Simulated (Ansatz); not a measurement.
Input file:

```
crystal:
  lattice:
    - [0.0, 2.8103876251, 2.8103876251]
    - [2.8103876251, 0.0, 2.8103876251]
    - [2.8103876251, 2.8103876251, 0.0]
  atoms:
    - { symbol: Li, position: [0.0, 0.0, 0.0] }
    - { symbol: Cl, position: [0.25, 0.25, 0.25] }
kpoints:
  mp_grid: { grid: [8, 8, 8] }
  band_path:
    path:
      - [0.0, 0.0, 0.0]
      - [-0.5, -0.5, 0.0]
      - [-0.375, -0.375, 0.25]
      - [-0.375, 0.0, 0.375]
      - [0.0, 0.0, 0.5]
      - [-0.5, -0.25, 0.25]
    npoints: 1
hamiltonian:
  xc: r2scan
scf:
  occupations: { method: fixed }
  n_extra_bands: 4
output:
  forces: true
  stress: true
  eigenvalues: true
  write_density: true
  write_potential: true
  elf: true
  volumetric_format: npy
```

Launched as:

```sh
ansatz run input.yaml --threads 4 --pin off --max-ram 3686MiB --backend cpu --events-out ev --progress --plain --runs-dir out
```

Below, planes, directions and counts refer to the conventional cell (a = 5.62 Å, b = 5.62 Å, c = 5.62 Å, α = 90.00°, β = 90.00°, γ = 90.00°).

Space group F-43m; started from the zincblende prototype, which need not be the ambient phase; changed on purpose from its base cell (hydrostatic strain +2.8%).

These are results of DFT, r2SCAN, plane waves, PAW (Ansatz), not measurements.

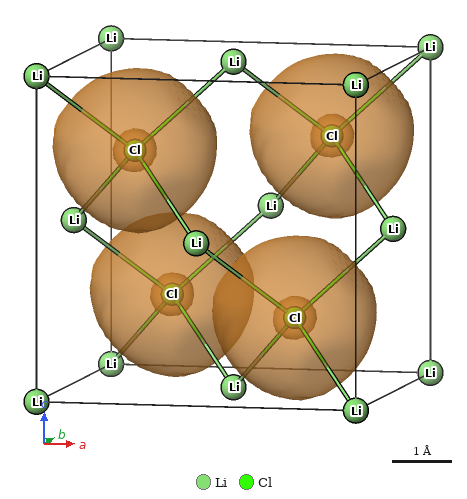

LiCl. Isosurface of the electron localisation function at 0.65 (orange), seen slightly off an axis. Core shells and regions of very low density are left out. Sticks mark near contacts.

In a PAW calculation such maps are meaningful between the atoms, not at the nuclei.

Question: What do the ELF domains correspond to?

Answer: The ELF exceeds this value in four regions wrapped around Cl (the valence shell of each), counted in one cell of 8 atoms. Regions shared between cells count once.

Values along the shortest contacts:
Li–Cl (2.43 Å): the ELF peaks at about 0.90 in the valence shell of Cl, 0.9 Å from its nucleus, and falls to about 0 next to Li: a largely ionic contact.

Question: Does the calculation give a band gap?

Answer: It is gapped, with a Kohn–Sham gap of 6.4 eV on the k-point mesh, an upper bound to the gap of this method.
